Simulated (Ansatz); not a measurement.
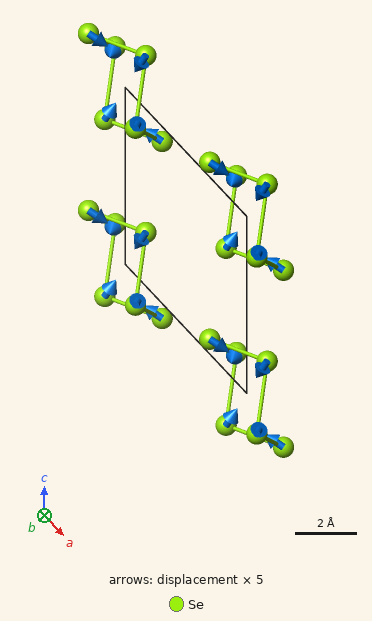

This is a relaxation of a crystal of Se (set up in R-3). The starting structure is drawn; blue arrows show the displacements (the part carried along by the change of the cell is left out), 5 times their true length.

Style: ball-and-stick. Shown: the cell of the calculation, along the b axis.

Case: relaxed again at another level of theory.

Level of theory: Ansatz, DFT r2SCAN, scalar-relativistic, plane waves, PAW.

Input
```yaml
crystal:
  lattice:
    - [5.4332461704, 3.1368861391, 1.4763752317]
    - [-5.4332461704, 3.1368861391, 1.4763752317]
    - [0.0, -6.2737722781, 1.4763752318]
  atoms:
    - { symbol: Se, position: [0.3038742148, 0.1691204367, 0.9160516074] }
    - { symbol: Se, position: [0.9160516074, 0.3038742148, 0.1691204367] }
    - { symbol: Se, position: [0.1691204367, 0.9160516074, 0.3038742148] }
    - { symbol: Se, position: [0.6961257852, 0.8308795633, 0.0839483926] }
    - { symbol: Se, position: [0.0839483926, 0.6961257852, 0.8308795633] }
    - { symbol: Se, position: [0.8308795633, 0.0839483926, 0.6961257852] }
basis:
  ecutwfc: 500
kpoints:
  mp_grid: { grid: [6, 6, 6] }
hamiltonian:
  xc: r2scan
scf:
  occupations: { method: gaussian, width: 0.02 }
output:
  forces: true
  stress: true
  eigenvalues: true
  write_density: true
  write_potential: true
  elf: true
  volumetric_format: npy
relax:
  adjacent_minimum: "off"
  f_tol: 0.02
  max_steps: 50
  cell: { stress_tol: 0.03 }
```

Run as
```bash
ansatz run input.yaml --threads 2 --pin off --max-ram 5120MiB --backend cpu --events-out ev --progress --plain --runs-dir out
```

What happened in the run?

Answer. The largest moves relative to the cell, 0.16 Å, are those of Se1, Se2, Se3, Se4, Se5 and Se6. Se2 goes roughly along [−1 −3 −2]. The volume changes by +18.2 %, with a = b = c 6.445 → 6.752 Å (+4.8 %), α 114.9° → 114.6°, β 114.9° → 114.6°, γ 114.9° → 114.6°. Among the contacts that change: Se1–Se4 3.236 → 3.607 Å, Se1–Se2 3.079 → 3.441 Å, Se1–Se5 2.428 → 2.366 Å. The space group stays R-3 (No. 148). Over 6 accepted moves (8 points after the start) the energy falls by 41.3 meV per atom. Largest force component: 0.3 eV/Å at the start, 0.00079 eV/Å at the end. The pressure goes from 0.95 to 0.01 GPa. The line search rejected the trial step at point 2 of the run. At 1 point the geometry stayed and the basis and grid were re-selected for the new cell (energy shift of 0.3 meV per atom at most each time).
